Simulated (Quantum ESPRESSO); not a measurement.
## CoO: orders under uniaxial strain

How does uniaxial strain change the magnetic state of CoO?

Main program and level: Quantum ESPRESSO 7.5; PBE; plane waves with GBRV 1.5 PBE potentials, no spin-orbit coupling.

**1. Set-up**

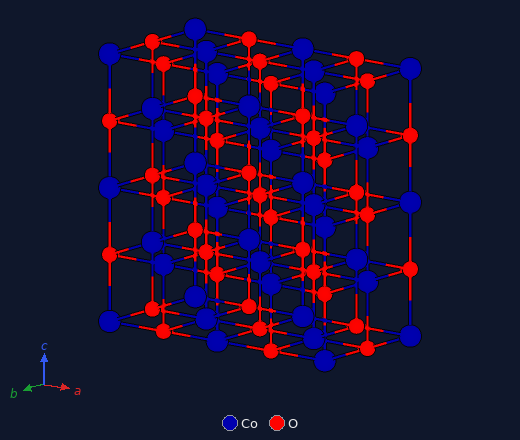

Start, viewed from a free direction; cobalt blue, oxygen red. 2×1×2 cells are drawn. This picture shows the conventional cell, with its axes. Some periodic images of atoms are drawn too.

The cell comes from the Crystallography Open Database.

**2. Factor along z 0.94, ferro +**

Lengths along Cartesian z scale by the factor. Atoms keep their fractional places. Seeded atoms are those given a starting moment.

Contents of pw.in:

```
&CONTROL
  calculation = 'scf'
  prefix = 'pwscf'
  outdir = './tmp'
  pseudo_dir = './pseudo'
  disk_io = 'nowf'
  tprnfor = .true.
  tstress = .true.
/
&SYSTEM
  ibrav = 0
  celldm(1) = 8
  nat = 2
  ntyp = 2
  ecutwfc = 40
  ecutrho = 280
  nbnd = 20
  occupations = 'smearing'
  smearing = 'fd'
  degauss = 0.00367493
  nspin = 2
  starting_magnetization(1) = 0.1765
  starting_magnetization(2) = 0
/
&ELECTRONS
  conv_thr = 4d-09
  electron_maxstep = 150
  mixing_beta = 0.3
/
ATOMIC_SPECIES
Co     58.9332 co_pbe_v1.2.uspp.F.UPF
O      15.9990 o_pbe_v1.2.uspp.F.UPF
CELL_PARAMETERS alat
   0.0000000000000    0.5034939043300    0.4732842700702
   0.5034939043300    0.0000000000000    0.4732842700702
   0.5034939043300    0.5034939043300    0.0000000000000
ATOMIC_POSITIONS crystal
Co      0.0000000000    0.0000000000    0.0000000000
O       0.5000000000    0.5000000000    0.5000000000
K_POINTS automatic
8 8 8 0 0 0
```

Launch:

```console
OMP_NUM_THREADS=1 mpirun -n 2 pw.x -nk 2 -in pw.in > pw.out
```

The program printed:

```text
Program PWSCF v.7.5 starts

     Message from routine setup:
     using ibrav=0 with symmetry is DISCOURAGED, use correct ibrav instead

     K-points division:     npool     =       2
     Subspace diagonalization in iterative solution of the eigenvalue problem:

     bravais-lattice index     =            0
     lattice parameter (alat)  =       8.0000  a.u.
     unit-cell volume          =     122.8600 (a.u.)^3
     number of atoms/cell      =            2
     number of atomic types    =            2
     number of electrons       =        23.00
     number of Kohn-Sham states=           20
     kinetic-energy cutoff     =      40.0000  Ry
     charge density cutoff     =     280.0000  Ry
     scf convergence threshold =      4.0E-09
     mixing beta               =       0.3000
     number of iterations used =            8  plain     mixing
     Exchange-correlation= SLA  PW   PBE  PBE
                           (   1   4   3   4   0   0   0)

     celldm(1)=   8.000000  celldm(2)=   0.000000  celldm(3)=   0.000000
     celldm(4)=   0.000000  celldm(5)=   0.000000  celldm(6)=   0.000000

     crystal axes: (cart. coord. in units of alat)
               a(1) = (   0.000000   0.503494   0.473284 )
               a(2) = (   0.503494   0.000000   0.473284 )
               a(3) = (   0.503494   0.503494   0.000000 )

     reciprocal axes: (cart. coord. in units 2 pi/alat)
               b(1) = ( -0.993061  0.993061  1.056448 )
               b(2) = (  0.993061 -0.993061  1.056448 )
               b(3) = (  0.993061  0.993061 -1.056448 )

     PseudoPot. # 1 for Co read from file:
     co_pbe_v1.2.uspp.F.UPF
     Pseudo is Ultrasoft + core correction, Zval = 17.0

     PseudoPot. # 2 for O  read from file:
     o_pbe_v1.2.uspp.F.UPF
     Pseudo is Ultrasoft + core correction, Zval =  6.0

     atomic species   valence    mass     pseudopotential
     Co               17.00    58.93320     Co( 1.00)
     O                 6.00    15.99900     O ( 1.00)

     Starting magnetic structure
     atomic species   magnetization
     Co              0.176
     O               0.000

     16 Sym. Ops., with inversion, found

   Cartesian axes

     site n.     atom                  positions (alat units)
         1        Co     tau(   1) = (   0.0000000   0.0000000   0.0000000  )
         2        O      tau(   2) = (   0.5034939   0.5034939   0.4732843  )

     number of k points=    59  Fermi-Dirac smearing, width (Ry)=  0.0037
                       cart. coord. in units 2pi/alat
        k(    1) = (   0.0000000   0.0000000   0.0000000), wk =   0.0019531
        k(    2) = (   0.1241326   0.1241326  -0.1320559), wk =   0.0156250
        k(    3) = (   0.2482652   0.2482652  -0.2641119), wk =   0.0156250
        k(    4) = (   0.3723978   0.3723978  -0.3961678), wk =   0.0156250
        k(    5) = (  -0.4965303  -0.4965303   0.5282238), wk =   0.0078125
        [... 54 further k-points ...]

     Dense  grid:     9737 G-vectors     FFT dimensions: (  30,  30,  32)

     Smooth grid:     4235 G-vectors     FFT dimensions: (  24,  24,  24)

     Check: negative core charge=   -0.000040
     Generating pointlists ...
     new r_m :   0.1952 (alat units)  1.5618 (a.u.) for type    1
     new r_m :   0.1952 (alat units)  1.5618 (a.u.) for type    2

     Initial potential from superposition of free atoms

     starting charge      22.0000, renormalised to      23.0000
     Starting wfcs are   17 randomized atomic wfcs +    3 random wfcs

     Self-consistent Calculation

     iteration #  1     ecut=    40.00 Ry     beta= 0.30
     Davidson diagonalization with overlap
     ethr =  1.00E-02,  avg # of iterations =  4.9

     total energy              =    -328.66378808 Ry
     estimated scf accuracy    <       6.56131530 Ry

     total magnetization       =     2.98 Bohr mag/cell
     absolute magnetization    =     3.03 Bohr mag/cell

     iteration #  2     ecut=    40.00 Ry     beta= 0.30
     Davidson diagonalization with overlap
     ethr =  1.00E-02,  avg # of iterations =  2.0

     total energy              =    -329.69601941 Ry
     estimated scf accuracy    <       7.01820883 Ry

     total magnetization       =     0.43 Bohr mag/cell
     absolute magnetization    =     0.47 Bohr mag/cell

     [... further iterations left out ...]

     iteration # 14     ecut=    40.00 Ry     beta= 0.30
     Davidson diagonalization with overlap
     ethr =  5.91E-10,  avg # of iterations =  1.5

     total energy              =    -330.71365177 Ry
     estimated scf accuracy    <          5.2E-09 Ry

     total magnetization       =     2.87 Bohr mag/cell
     absolute magnetization    =     2.89 Bohr mag/cell

     iteration # 15     ecut=    40.00 Ry     beta= 0.30
     Davidson diagonalization with overlap
     ethr =  2.26E-11,  avg # of iterations =  1.0

     Magnetic moment per site  (integrated on atomic sphere of radius R)
     atom   1 (R=0.195)  charge= 14.3605  magn=  2.4092
     atom   2 (R=0.195)  charge=  5.5187  magn=  0.3151

     End of self-consistent calculation

     Number of k-points >= 100: set verbosity='high' to print the bands.

     the Fermi energy is    15.1149 ev

!    total energy              =    -330.71365178 Ry
     estimated scf accuracy    <          2.5E-09 Ry
     smearing contrib. (-TS)   =      -0.00203645 Ry
     internal energy E=F+TS    =    -330.71161533 Ry

     The total energy is F=E-TS. E is the sum of the following terms:
     one-electron contribution =    -176.34219836 Ry
     hartree contribution      =     102.52361335 Ry
     xc contribution           =     -40.09276332 Ry
     ewald contribution        =    -216.80026699 Ry

     total magnetization       =     2.87 Bohr mag/cell
     absolute magnetization    =     2.89 Bohr mag/cell

     convergence has been achieved in  15 iterations

     Forces acting on atoms (cartesian axes, Ry/au):

     atom    1 type  1   force =     0.00000000    0.00000000    0.00000000
     atom    2 type  2   force =     0.00000000    0.00000000   -0.00000000

     Total force =     0.000000     Total SCF correction =     0.000000

     Computing stress (Cartesian axis) and pressure

          total   stress  (Ry/bohr**3)                   (kbar)     P=      117.76
   0.00065501  -0.00000000   0.00000000           96.35       -0.00        0.00
  -0.00000000   0.00065501   0.00000000           -0.00       96.35        0.00
   0.00000000   0.00000000   0.00109161            0.00        0.00      160.58

=------------------------------------------------------------------------------=
   JOB DONE.
=------------------------------------------------------------------------------=
```

Elapsed: 14 s, on 2 MPI ranks of Arm Neoverse V2, shared host; peak memory 0.16 GiB; 28 s of CPU time.

Spin moment in the atom's sphere by atom:

```csv
atom,spin moment in the atom's sphere (μB)
Co1,2.41
O2,0.32
```

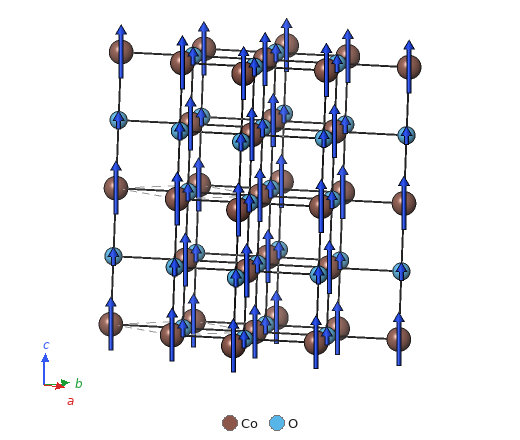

Spin moment in the atom's sphere as arrows, the longest 2.41 μB. Up and down stand for the sign. Arrows give size and sign along the axis of quantisation, drawn up and down the page. Each arrow also spans its atom, so small moments look longer than they are. 2×2×2 conventional cells are drawn. Some periodic images of atoms are drawn too.

Read from the output:

```
smearing term TS       : 0.02771 eV
pressure               : 11.78 GPa
magnetization          : 2.866 μB
absolute magnetization : 2.889 μB
final state            : ferromagnetic
```

**3. Factor along z 0.94, antiferro q=(0,0,1/2) +-**

The wavevector q is in fractions of the reciprocal vectors of the crystal's primitive cell, as the cells of these inputs are built from it; moments change sign between cells as cos(2π q·R).

Contents of pw.in:

```
&CONTROL
  calculation = 'scf'
  prefix = 'pwscf'
  outdir = './tmp'
  pseudo_dir = './pseudo'
  disk_io = 'nowf'
  tprnfor = .true.
  tstress = .true.
/
&SYSTEM
  ibrav = 0
  celldm(1) = 8
  nat = 4
  ntyp = 3
  ecutwfc = 40
  ecutrho = 280
  nbnd = 32
  occupations = 'smearing'
  smearing = 'fd'
  degauss = 0.00367493
  nspin = 2
  starting_magnetization(1) = 0.1765
  starting_magnetization(2) = -0.1765
  starting_magnetization(3) = 0
/
&ELECTRONS
  conv_thr = 8d-09
  electron_maxstep = 150
  mixing_beta = 0.3
/
ATOMIC_SPECIES
Co1    58.9332 co_pbe_v1.2.uspp.F.UPF
Co2    58.9332 co_pbe_v1.2.uspp.F.UPF
O      15.9990 o_pbe_v1.2.uspp.F.UPF
CELL_PARAMETERS alat
   0.0000000000000    0.5034939043300    0.4732842700702
   0.5034939043300    0.0000000000000    0.4732842700702
   1.0069878086600    1.0069878086600    0.0000000000000
ATOMIC_POSITIONS crystal
Co1     0.0000000000    0.0000000000    0.0000000000
Co2     0.0000000000    0.0000000000    0.5000000000
O       0.5000000000    0.5000000000    0.2500000000
O       0.5000000000    0.5000000000    0.7500000000
K_POINTS automatic
8 8 4 0 0 0
```

The program printed:

```text
     [... lines left out ...]
Program PWSCF v.7.5 starts
     [... lines left out ...]
     number of atoms/cell      =            4
     [... lines left out ...]
     number of electrons       =        46.00
     number of Kohn-Sham states=           32
     kinetic-energy cutoff     =      40.0000  Ry
     charge density cutoff     =     280.0000  Ry
     scf convergence threshold =      8.0E-09
     [... lines left out ...]
      4 Sym. Ops., with inversion, found
     [... lines left out ...]
     number of k points=    78  Fermi-Dirac smearing, width (Ry)=  0.0037
     [... lines left out ...]
     iteration # 16     ecut=    40.00 Ry     beta= 0.30
     [... lines left out ...]
     Magnetic moment per site  (integrated on atomic sphere of radius R)
     atom   1 (R=0.195)  charge= 14.3696  magn=  2.3239
     atom   2 (R=0.195)  charge= 14.3697  magn= -2.3239
     atom   3 (R=0.195)  charge=  5.5112  magn=  0.0000
     atom   4 (R=0.195)  charge=  5.5112  magn=  0.0000
     [... lines left out ...]
     the Fermi energy is    15.0547 ev
!    total energy              =    -661.44776311 Ry
     estimated scf accuracy    <          2.8E-09 Ry
     smearing contrib. (-TS)   =      -0.00369979 Ry
     [... lines left out ...]
     total magnetization       =     0.00 Bohr mag/cell
     absolute magnetization    =     5.06 Bohr mag/cell
     convergence has been achieved in  16 iterations
     [... lines left out ...]
     Total force =     0.000003     Total SCF correction =     0.000029
     [... lines left out ...]
          total   stress  (Ry/bohr**3)                   (kbar)     P=       90.55
     [... lines left out ...]
```

Wall time 64 s (2 MPI ranks); peak memory 0.27 GiB.

Spin moment in the atom's sphere by atom:

```csv
atom,spin moment in the atom's sphere (μB)
Co1,2.32
Co2,-2.32
O3,0.00
O4,0.00
```

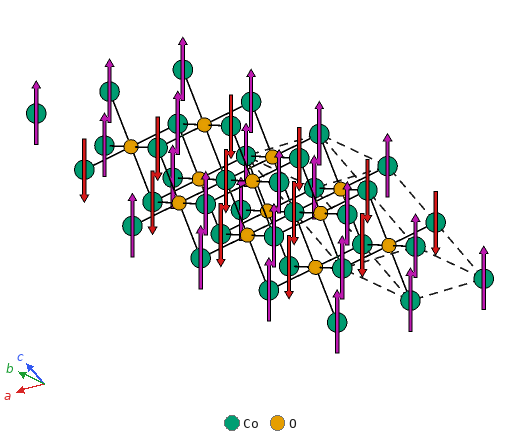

Spin moment in the atom's sphere as arrows, the longest 2.32 μB. Up and down stand for the sign. Arrows give size and sign along the axis of quantisation, drawn up and down the page. The two directions have two colours. Bonds to atoms that aren't drawn are left out. 2×3×1 cells are drawn. Some periodic images of atoms are drawn too.

Read from the output:

* smearing term TS: 0.05034 eV
* pressure: 9.055 GPa
* magnetization: 0 μB
* absolute magnetization: 5.064 μB
* final state: antiferromagnetic

**4. Factor along z 0.94, no spin polarisation**

Contents of pw.in:

```
&CONTROL
  calculation = 'scf'
  prefix = 'pwscf'
  outdir = './tmp'
  pseudo_dir = './pseudo'
  disk_io = 'nowf'
  tprnfor = .true.
  tstress = .true.
/
&SYSTEM
  ibrav = 0
  celldm(1) = 8
  nat = 2
  ntyp = 2
  ecutwfc = 40
  ecutrho = 280
  nbnd = 18
  occupations = 'smearing'
  smearing = 'fd'
  degauss = 0.00367493
/
&ELECTRONS
  conv_thr = 4d-09
  electron_maxstep = 150
  mixing_beta = 0.3
/
ATOMIC_SPECIES
Co     58.9332 co_pbe_v1.2.uspp.F.UPF
O      15.9990 o_pbe_v1.2.uspp.F.UPF
CELL_PARAMETERS alat
   0.0000000000000    0.5034939043300    0.4732842700702
   0.5034939043300    0.0000000000000    0.4732842700702
   0.5034939043300    0.5034939043300    0.0000000000000
ATOMIC_POSITIONS crystal
Co      0.0000000000    0.0000000000    0.0000000000
O       0.5000000000    0.5000000000    0.5000000000
K_POINTS automatic
8 8 8 0 0 0
```

The program printed:

```text
     [... lines left out ...]
Program PWSCF v.7.5 starts
     [... lines left out ...]
     number of atoms/cell      =            2
     [... lines left out ...]
     number of electrons       =        23.00
     number of Kohn-Sham states=           18
     kinetic-energy cutoff     =      40.0000  Ry
     charge density cutoff     =     280.0000  Ry
     scf convergence threshold =      4.0E-09
     [... lines left out ...]
     16 Sym. Ops., with inversion, found
     [... lines left out ...]
     number of k points=    59  Fermi-Dirac smearing, width (Ry)=  0.0037
     [... lines left out ...]
     iteration # 12     ecut=    40.00 Ry     beta= 0.30
     [... lines left out ...]
     the Fermi energy is    14.8217 ev
!    total energy              =    -330.68740929 Ry
     estimated scf accuracy    <          2.5E-11 Ry
     smearing contrib. (-TS)   =      -0.00146861 Ry
     [... lines left out ...]
     convergence has been achieved in  12 iterations
     [... lines left out ...]
     Total force =     0.000000     Total SCF correction =     0.000000
     [... lines left out ...]
          total   stress  (Ry/bohr**3)                   (kbar)     P=      -93.12
     [... lines left out ...]
```

Wall time 5.9 s (2 MPI ranks); peak memory 0.14 GiB.

This step gave:

```yaml
smearing_term_ts: 0.01998 eV
pressure: -9.312 GPa
final_state: non-magnetic (no spin polarisation)
```

**5. Factor along z 1.06, ferro +**

pw.in: that of step 4 with these lines changed.

```diff
@@ -16,3 +16,3 @@
   ecutrho = 280
-  nbnd = 18
+  nbnd = 20
   occupations = 'smearing'
@@ -20,2 +20,5 @@
   degauss = 0.00367493
+  nspin = 2
+  starting_magnetization(1) = 0.1765
+  starting_magnetization(2) = 0
 /
@@ -30,4 +33,4 @@
 CELL_PARAMETERS alat
-   0.0000000000000    0.5034939043300    0.4732842700702
-   0.5034939043300    0.0000000000000    0.4732842700702
+   0.0000000000000    0.5034939043300    0.5337035385898
+   0.5034939043300    0.0000000000000    0.5337035385898
    0.5034939043300    0.5034939043300    0.0000000000000
```

The program printed:

```text
     [... lines left out ...]
Program PWSCF v.7.5 starts
     [... lines left out ...]
     number of atoms/cell      =            2
     [... lines left out ...]
     number of electrons       =        23.00
     number of Kohn-Sham states=           20
     kinetic-energy cutoff     =      40.0000  Ry
     charge density cutoff     =     280.0000  Ry
     scf convergence threshold =      4.0E-09
     [... lines left out ...]
     16 Sym. Ops., with inversion, found
     [... lines left out ...]
     number of k points=    59  Fermi-Dirac smearing, width (Ry)=  0.0037
     [... lines left out ...]
     iteration # 14     ecut=    40.00 Ry     beta= 0.30
     [... lines left out ...]
     Magnetic moment per site  (integrated on atomic sphere of radius R)
     atom   1 (R=0.208)  charge= 14.5919  magn=  2.5370
     atom   2 (R=0.208)  charge=  5.7246  magn=  0.3353
     [... lines left out ...]
     the Fermi energy is    12.7473 ev
!    total energy              =    -330.71353991 Ry
     estimated scf accuracy    <          2.2E-09 Ry
     smearing contrib. (-TS)   =      -0.00245176 Ry
     [... lines left out ...]
     total magnetization       =     2.98 Bohr mag/cell
     absolute magnetization    =     3.01 Bohr mag/cell
     convergence has been achieved in  14 iterations
     [... lines left out ...]
     Total force =     0.000000     Total SCF correction =     0.000000
     [... lines left out ...]
          total   stress  (Ry/bohr**3)                   (kbar)     P=      -99.14
     [... lines left out ...]
```

Run time: 14 s. Hardware: 2 MPI ranks; peak memory 0.16 GiB; 27 s of CPU time.

Numbers from this step:

```yaml
smearing_term_ts: 0.03336 eV
pressure: -9.914 GPa
magnetization: 2.979 μB
absolute_magnetization: 3.006 μB
final_state: ferromagnetic
largest_moment: 2.537 μB
```

**6. The series**

The runs not shown differ from these in the moved quantity alone.

States, by row:

```csv
c axis,ferro +,"antiferro q=(0,0,1/2) +-",no spin polarisation
0.94,ferromagnetic,antiferromagnetic,non-magnetic
0.97,ferromagnetic,antiferromagnetic,non-magnetic
1,ferromagnetic,antiferromagnetic,non-magnetic
1.03,ferromagnetic,antiferromagnetic,non-magnetic
1.06,ferromagnetic,antiferromagnetic,non-magnetic
```

Table of largest site moment by c axis:

```csv
c axis (factor),ferro + (μB),"antiferro q=(0,0,1/2) +- (μB)"
0.9400,2.41,2.32
0.9700,2.48,2.37
1.0000,2.54,2.40
1.0300,2.54,2.41
1.0600,2.54,2.42
```

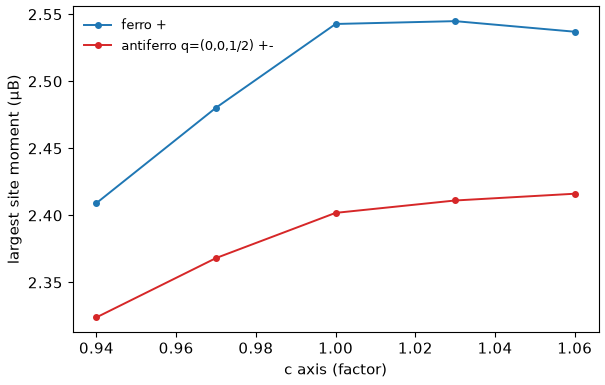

Largest site moment, plotted against c axis.

The energy less that of the parallel start by c axis; values in meV a seeded atom:

```csv
c axis (factor),"antiferro q=(0,0,1/2) +-",no spin polarisation
0.9400,-139,357
0.9700,-138,429
1.0000,-130,498
1.0300,-117,561
1.0600,-102,618
```

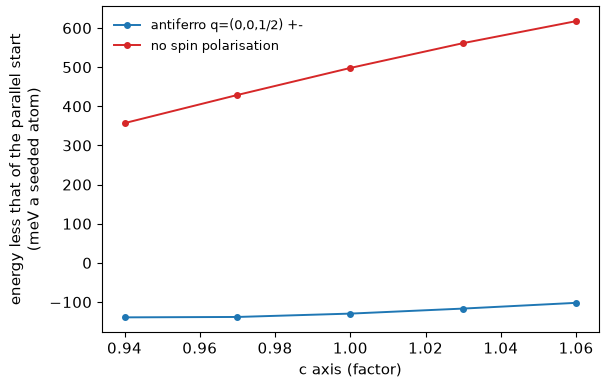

Energy less that of the parallel start against c axis.

Table of energy over the lowest by c axis; values in meV an atom:

```csv
c axis (factor),ferro +,"antiferro q=(0,0,1/2) +-",no spin polarisation
0.9400,88.0,18.4,267
0.9700,69.1,0,284
1.0000,65.5,0.728,315
1.0300,73.1,14.7,354
1.0600,88.8,37.7,398
```

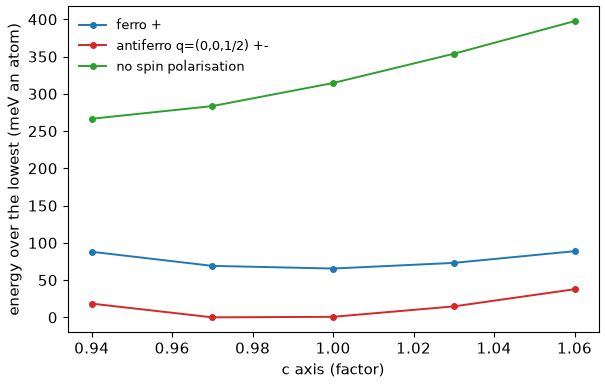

Energy over the lowest, plotted against c axis.

**7. What came out**

- moment, parallel start: 2.41 to 2.54 μB
- states met from these starts: antiferromagnetic and ferromagnetic

What this shows: The moment of the parallel start goes from 2.41 μB at 0.94 to 2.54 μB at 1.06. The net moment of the cell goes from 2.87 to 2.98 μB. The radius of the spheres follows the nearest distance, so part of the change of the site moments is the spheres'. The largest moment of the start antiferro q=(0,0,1/2) +- lies between 2.32 and 2.42 μB. The start antiferro q=(0,0,1/2) +- lies under the parallel one at every finished point, by 102 to 139 meV a seeded atom. No Hubbard term acts here. In such compounds local and semilocal functionals without one often delocalise the d electrons, and can shrink or lose moments and miss the size, sign and order of the couplings. The smearing term is large for its width, so states at the Fermi level are partly filled: at this level the cell is a metal or has a gap of a few widths at most.

[Logs and program files are shortened in this print: banners, set-up blocks, solver, clock and traceback lines can be left out without a mark of their own.]

[Logs are printed without paths, hosts, clocks, repeated set-up lines and the standing remarks that a program may print on its own settings, such as how far it seeks lower states.]

[Hosts, paths, dates, database ids (printed as entryN), source tags and the programs' standing remarks are cut or masked in the printed files.]

[Where a cell is said to come from a database of computed structures, the database is the Materials Project.]
